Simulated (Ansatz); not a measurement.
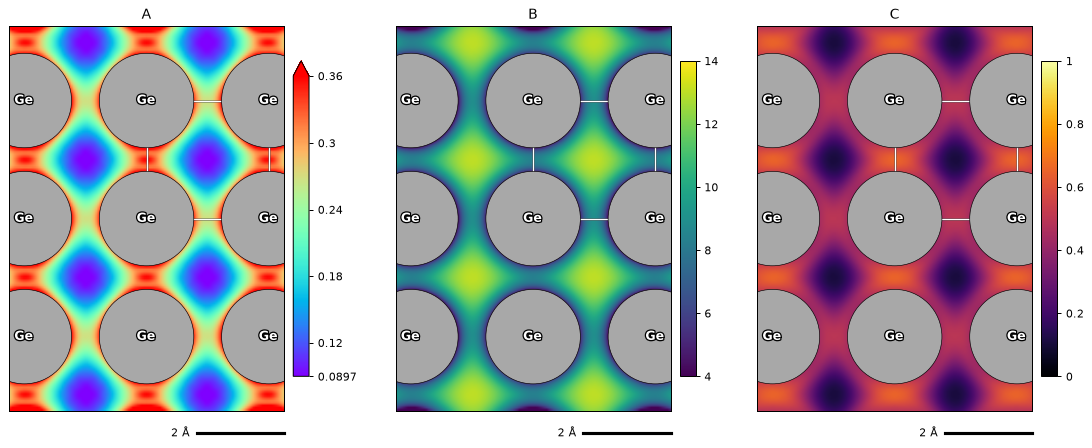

Ge: 3 fields on the (010) plane of the conventional cell, with unlabelled colour scales. Grey discs cover the atomic cores.

Space group Cmmm; a structure from a database of computed crystals, not necessarily the ambient phase.

All numbers below come from Kohn-Sham DFT of a periodic cell, PBE, Ansatz PAW (Ansatz).

The panels show electron localisation function, electrostatic potential energy of an electron and valence pseudo-density in some order. Assign them.

Panel A: valence pseudo-density. Panel B: electrostatic potential energy of an electron (low next to the atoms, rising into the space between them). Panel C: electron localisation function. From the grid: Ge–Ge (2.70 Å): ρ at the midpoint is about 0.36 e/Å³, with its minimum of 0.32 e/Å³ about 1.2 Å from Ge; the ELF peaks at about 0.65 between the atoms. Ge–Ge (2.79 Å): ρ at the midpoint is about 0.27 e/Å³; the ELF is about 0.50 at the midpoint.
